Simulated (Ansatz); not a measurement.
## Hf: one change and its effect

System: Hf (I4/mmm, 1 atom in the cell).
Method of run A: DFT r2SCAN, scalar-relativistic, plane waves, PAW, no spin polarisation (Ansatz 0.2.0).

The structure derives from an entry of the Crystallography Open Database. Text and figures count atoms from 1; the logs count them from 0 in places.

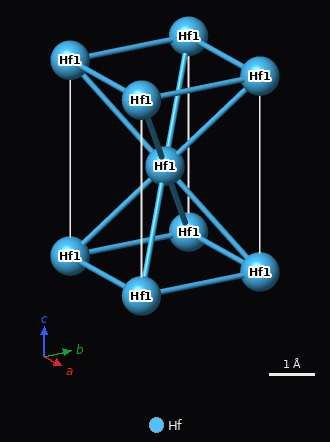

The input geometry (ball-and-stick view of the cell 2 times as large as that of the calculation, set on its symmetry axes, seen at an oblique angle; atoms are numbered from 1 in the order of the input). An atom can appear more than once, as a periodic image. Near neighbours in the periodic cell (some may lie outside the picture): Hf has 12 Hf at 3.08 to 3.18 Å.

## The input, run A
```yaml
crystal:
  lattice:
    - [3.0803621772, 0.0, 0.0]
    - [0.0, 3.0803621772, 0.0]
    - [-1.5401810886, -1.5401810886, 2.3157597391]
  atoms:
    - { symbol: Hf, position: [0.0, 0.0, 0.0] }
basis:
  ecutwfc: 500
kpoints:
  mp_grid: { grid: [11, 11, 15] }
hamiltonian:
  xc: r2scan
scf:
  occupations: { method: gaussian, width: 0.1 }
output:
  forces: true
  stress: true
  eigenvalues: true
relax:
  adjacent_minimum: "off"
  f_tol: 0.01
  max_steps: 50
  cell: { fix: [a, b, gamma], stress_tol: 0.1 }
```

Launched with:
```bash
ansatz run input.yaml --threads 4 --pin off --max-ram 10240MiB --backend cpu --events-out ev --progress --plain --runs-dir out
```

Hardware: 4 threads of AMD EPYC (Zen 5), 32 GiB of memory available, shared host.

## Output, shortened to warnings, some set-up lines, iterations and results (run A)
```
Warning: crystal.symmetry: narrowed to the stabiliser of the k-point mesh — unitary ops 16 → 4; excluded 12 operations that carry a point of the 11×11×15 mesh (shift [0, 0, 0]) off the mesh (the run samples exactly the mesh kpoints.mp_grid names, as under crystal.symmetry.detect: false, and its converged state has the mesh's symmetry, not the crystal's; ε∞, the Born charges and the force …
Basis set: ecut = 500 eV, 549 PW (Γ), exchange–correlation on 96×96×96 points (64 copies of the dense FFT grid, shifted against one another)
Symmetry: 4 space group operations
k-points: 498 of 1815
Initial density: superposition of atomic densities (neutral atoms: chi_scale 0, normalization atom), corrected by the library's trained network
[...]
SCF iter   1: F=—  HF=-15732.959429 eV  |F-HF|=—  |Δ(HF+E_count)|=         —  Δρ=8.47e-3  dr2=8.30e-3  dr2_τ=1.69e-2  ethr=1.77e-3  ⟨swp⟩=4.3  Hψ=35183  notcnv=0
SCF iter   2: F=—  HF=-15732.966363 eV  |F-HF|=—  |Δ(HF+E_count)|=   6.93e-3  Δρ=3.42e-3  dr2=1.61e-3  dr2_τ=8.31e-4  ethr=3.19e-5  ⟨swp⟩=2.1  Hψ=21337  notcnv=0  defer=20
SCF iter   3: F=—  HF=-15732.966084 eV  |F-HF|=—  |Δ(HF+E_count)|=   2.79e-4  Δρ=2.90e-3  dr2=1.07e-3  dr2_τ=1.36e-4  ethr=6.18e-6  ⟨swp⟩=2.3  Hψ=14799  notcnv=0  defer=20
SCF iter   4: F=—  HF=-15732.966664 eV  |F-HF|=—  |Δ(HF+E_count)|=   5.80e-4  Δρ=3.76e-4  dr2=2.92e-5  dr2_τ=2.18e-6  ethr=4.11e-6  ⟨swp⟩=2.0  Hψ=14955  notcnv=0  defer=20
SCF iter   5: F=—  HF=-15732.966651 eV  |F-HF|=—  |Δ(HF+E_count)|=   1.30e-5  Δρ=1.43e-4  dr2=5.20e-6  dr2_τ=5.44e-7  ethr=1.12e-7  ⟨swp⟩=2.0  Hψ=14953  notcnv=0  defer=20
[... 13 lines ...]
SCF iter   4: F=—  HF=-15732.966687 eV  |F-HF|=—  |Δ(HF+E_count)|=  2.89e-10  Δρ=1.18e-6  dr2=1.70e-10  dr2_τ=1.46e-11  ethr=1.54e-11  ⟨swp⟩=2.0  Hψ=14788  notcnv=0
SCF iter   5: F=—  HF=-15732.966687 eV  |F-HF|=—  |Δ(HF+E_count)|=  1.95e-10  Δρ=3.33e-7  dr2=2.05e-11  dr2_τ=9.63e-13  ethr=1.00e-12  ⟨swp⟩=5.0  Hψ=32211  notcnv=0
SCF iter   6: F=-15732.966687 eV  HF=-15732.966687 eV  |F-HF|=1.82e-12  |Δ(HF+E_count)|=  1.27e-11  Δρ=6.35e-8  dr2=7.56e-13  dr2_τ=7.83e-14  ethr=1.00e-12  ⟨swp⟩=4.2  …
SCF 3 converged in 6 iterations: F = -15732.966687 eV  dr2 = 7.56e-13
relax step   3: F+E_penalty+E_count = -15732.96668657 eV  Δ(F+E_penalty+E_count) = +5.333e-6 eV  max|allowed force component| = 0.000e0 eV/Å  Δτ_max = 0.0000 Å  P = +2.481 …
basis re-selected at this cell: Δ(F+E_penalty+E_count) = +5.333e-6 eV, ΔP = -0.000 GPa vs the last step (what re-selecting the basis moved, of the pressure what is left beyond the Pulay correction that the steps carried, after the strain that the cell walked since its last selection, with what the …
SCF converged after 6 iterations
Free energy (F): -15732.966687 eV
Harris-Foulkes:  -15732.966687 eV  (|F-HF|=1.82e-12)
Internal energy: -15732.958686 eV  (E = F + TS)
E sigma→0 (E₀):  -15732.962686 eV
Entropy (-TS):   -0.008000 eV (-8.000 meV/atom)
Fermi energy:    20.060310 eV
--- Per-component energies (eV) ---
  E_band       = 33.101443
  E_kinetic    = 425.345545
  E_local      = -5018.680401  (includes V_loc(G=0)·N_el)
  E_nonlocal   = -1248.659852
  E_hartree    = 2367.065753
  E_xc         = -283.593823
  E_vxc        = -293.708080  (∫ρ·V_xc dr)
  E_paw        = -6952.401550  (= ΣΔE_a)
  E_vpaw       = 1420.136737  (= ΣTr[D̂ρ^β])
  E_aug_tail   = -0.000001  (compensation charges beyond the density's cutoff)
  E_vtau       = 14.536055  (kinetic-family band-sum trace: ∫τ·v_τ [+ j·A + Jᵃ·Aᵃ] dr)
  E_ewald      = -5022.355879
  E_core_change = 0.321522  (= ΣΔE_core)
  E_smearing   = -0.008000  (= −TS)
  E_closure    = -0.000000  (closes the sum)
  Σ components = -15732.966687   (vs F -15732.966687, Δ=0.00e0)
--- Forces (eV/Å), atoms counted from 1 ---
  atom   1  Hf     0.00000000    -0.00000000     0.00000000
  max |Σ_I F_I| component: 3.94e-31 eV/Å
--- Stress (GPa, compression-positive) ---
        3.704389       0.234547      -0.011115
        0.234547       3.704389      -0.011115
       -0.011115      -0.011115       0.033226
  P = ⅓ Tr σ = 2.4807 GPa (24.807 kbar)
--- Relaxed structure (2 steps of the walk, 2 accepted, 1 SCFs on fresh bases) ---
  F+E_penalty+E_count = -15732.96668657 eV   max|allowed force component| = 0.000e0 eV/Å   (the final SCF, on the basis selected at the relaxed cell)
  cell:  # Å, volume = 21.9233 Å³
    - [3.0803620511728385, -1.2602716698170837e-7, 0.0008811461708888911]
    - [-1.2602716698170837e-7, 3.0803620511728385, 0.0008811461708888911]
    - [-1.5395185330566217, -1.5395185330566217, 2.3095961721672724]
  atoms:
    - { symbol: Hf, position: [0.0, 0.0, 0.0] }
```

Run B used a changed input.

## The two runs side by side

```csv
quantity,run A,run B
outcome,converged,converged
free energy per atom (eV),−15732.9667,−15732.9687
"energy per atom, smearing taken to zero (eV)",−15732.9627,−15732.9657
gap on the mesh (eV),0.00,0.00
pressure (GPa),2.48,2.26
volume per atom (Å³),21.92,21.94
largest force (eV/Å),0.000,0.000
SCF iterations,17,20
irreducible k-points,498,144
wall time (shared host),5.7 s,2.5 s
```

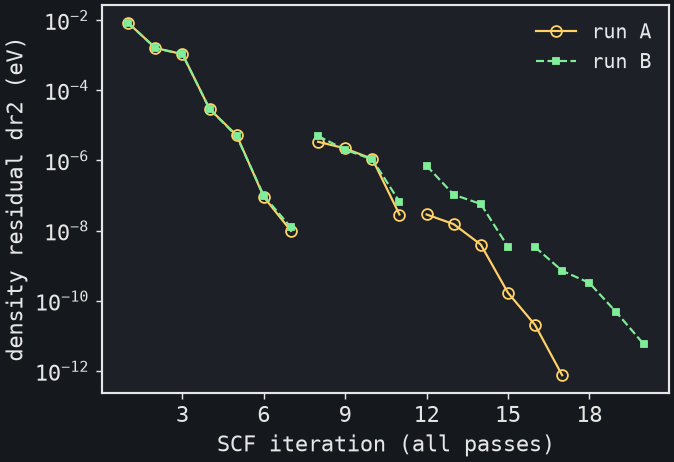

Convergence of the two runs: density residual dr2 against the SCF iteration. A break in a curve parts two SCF passes. Run A takes 17 iterations in all, and run B takes 20.

Which change of the input explains these differences?

The change (lines with − go, lines with + come):
```diff
-  mp_grid: { grid: [11, 11, 15] }
+  mp_grid: { grid: [7, 7, 10] }
```

The free energy of run B is 2.0 meV per atom lower, which measures how much it depends on this numerical setting. The pressure goes from 2.48 to 2.26 GPa. The SCF takes 20 iterations over all geometry steps against 17. The irreducible k-points go from 498 to 144. On the same kind of shared host run B took about 0.43 times as long.

## Output, shortened to warnings, some set-up lines, iterations and results (run B)
```
Warning: crystal.symmetry: narrowed to the stabiliser of the k-point mesh — unitary ops 16 → 4; excluded 12 operations that carry a point of the 7×7×10 mesh (shift [0, 0, 0]) off the mesh (the run samples exactly the mesh kpoints.mp_grid names, as under crystal.symmetry.detect: false, and its converged state has the mesh's symmetry, not the crystal's; ε∞, the Born charges and the force constants …
Basis set: ecut = 500 eV, 549 PW (Γ), exchange–correlation on 96×96×96 points (64 copies of the dense FFT grid, shifted against one another)
Symmetry: 4 space group operations
k-points: 144 of 490
Initial density: superposition of atomic densities (neutral atoms: chi_scale 0, normalization atom), corrected by the library's trained network
[...]
SCF iter   1: F=—  HF=-15732.961434 eV  |F-HF|=—  |Δ(HF+E_count)|=         —  Δρ=8.47e-3  dr2=8.32e-3  dr2_τ=1.69e-2  ethr=1.77e-3  ⟨swp⟩=4.3  Hψ=10159  notcnv=0
SCF iter   2: F=—  HF=-15732.968381 eV  |F-HF|=—  |Δ(HF+E_count)|=   6.95e-3  Δρ=3.41e-3  dr2=1.60e-3  dr2_τ=8.36e-4  ethr=3.20e-5  ⟨swp⟩=2.1  Hψ=6131  notcnv=0  defer=7
SCF iter   3: F=—  HF=-15732.968098 eV  |F-HF|=—  |Δ(HF+E_count)|=   2.83e-4  Δρ=2.88e-3  dr2=1.06e-3  dr2_τ=1.34e-4  ethr=6.14e-6  ⟨swp⟩=2.2  Hψ=4128  notcnv=0  defer=7
SCF iter   4: F=—  HF=-15732.968677 eV  |F-HF|=—  |Δ(HF+E_count)|=   5.79e-4  Δρ=3.67e-4  dr2=2.93e-5  dr2_τ=2.04e-6  ethr=4.08e-6  ⟨swp⟩=2.0  Hψ=4316  notcnv=0  defer=7
SCF iter   5: F=—  HF=-15732.968661 eV  |F-HF|=—  |Δ(HF+E_count)|=   1.59e-5  Δρ=1.37e-4  dr2=4.89e-6  dr2_τ=5.04e-7  ethr=1.13e-7  ⟨swp⟩=2.0  Hψ=4170  notcnv=0  defer=7
[... 18 lines ...]
SCF iter   3: F=—  HF=-15732.968695 eV  |F-HF|=—  |Δ(HF+E_count)|=  1.96e-10  Δρ=1.36e-6  dr2=3.25e-10  dr2_τ=1.82e-11  ethr=2.75e-12  ⟨swp⟩=2.9  Hψ=4999  notcnv=0
SCF iter   4: F=—  HF=-15732.968695 eV  |F-HF|=—  |Δ(HF+E_count)|=  2.80e-10  Δρ=4.71e-7  dr2=4.69e-11  dr2_τ=2.41e-12  ethr=1.25e-12  ⟨swp⟩=2.6  Hψ=4271  notcnv=0
SCF iter   5: F=-15732.968695 eV  HF=-15732.968695 eV  |F-HF|=1.09e-11  |Δ(HF+E_count)|=  1.09e-11  Δρ=1.60e-7  dr2=5.91e-12  dr2_τ=1.41e-13  ethr=1.00e-12  ⟨swp⟩=4.0  …
SCF 4 converged in 5 iterations: F = -15732.968695 eV  dr2 = 5.91e-12
relax step   4: F+E_penalty+E_count = -15732.96869502 eV  Δ(F+E_penalty+E_count) = +2.917e-6 eV  max|allowed force component| = 0.000e0 eV/Å  Δτ_max = 0.0000 Å  P = +2.259 …
basis re-selected at this cell: Δ(F+E_penalty+E_count) = +2.917e-6 eV, ΔP = -0.000 GPa vs the last step (what re-selecting the basis moved, of the pressure what is left beyond the Pulay correction that the steps carried, after the strain that the cell walked since its last selection, with what the …
SCF converged after 5 iterations
Free energy (F): -15732.968695 eV
Harris-Foulkes:  -15732.968695 eV  (|F-HF|=1.09e-11)
Internal energy: -15732.962631 eV  (E = F + TS)
E sigma→0 (E₀):  -15732.965663 eV
Entropy (-TS):   -0.006064 eV (-6.064 meV/atom)
Fermi energy:    20.049442 eV
--- Per-component energies (eV) ---
  E_band       = 32.601241
  E_kinetic    = 425.305332
  E_local      = -5020.796375  (includes V_loc(G=0)·N_el)
  E_nonlocal   = -1248.668942
  E_hartree    = 2367.869616
  E_xc         = -283.579062
  E_vxc        = -293.687937  (∫ρ·V_xc dr)
  E_paw        = -6952.384510  (= ΣΔE_a)
  E_vpaw       = 1420.174309  (= ΣTr[D̂ρ^β])
  E_aug_tail   = -0.000001  (compensation charges beyond the density's cutoff)
  E_vtau       = 14.535641  (kinetic-family band-sum trace: ∫τ·v_τ [+ j·A + Jᵃ·Aᵃ] dr)
  E_ewald      = -5021.030212
  E_core_change = 0.321522  (= ΣΔE_core)
  E_smearing   = -0.006064  (= −TS)
  E_closure    = 0.000000  (closes the sum)
  Σ components = -15732.968695   (vs F -15732.968695, Δ=0.00e0)
--- Forces (eV/Å), atoms counted from 1 ---
  atom   1  Hf     0.00000000    -0.00000000     0.00000000
  max |Σ_I F_I| component: 3.16e-30 eV/Å
--- Stress (GPa, compression-positive) ---
        3.391110      -0.141401       0.001509
       -0.141401       3.391110       0.001509
        0.001509       0.001509      -0.003844
  P = ⅓ Tr σ = 2.2595 GPa (22.595 kbar)
--- Relaxed structure (3 steps of the walk, 3 accepted, 1 SCFs on fresh bases) ---
  F+E_penalty+E_count = -15732.96869502 eV   max|allowed force component| = 0.000e0 eV/Å   (the final SCF, on the basis selected at the relaxed cell)
  cell:  # Å, volume = 21.9405 Å³
    - [3.0803619658216945, -2.113783193977835e-7, 0.0011411587895665792]
    - [-2.113783193977835e-7, 3.0803619658216945, 0.0011411587895665794]
    - [-1.539322974991762, -1.539322974991762, 2.311150907431984]
  atoms:
    - { symbol: Hf, position: [0.0, 0.0, 0.0] }
```

For both runs: Warnings: the k-point mesh lowers the symmetry that the run can use. Spin–orbit coupling is left out, which matters for Hf. For run B: These settings are looser than, or depart from, a standard set-up, so the numbers are not reference values for this system.
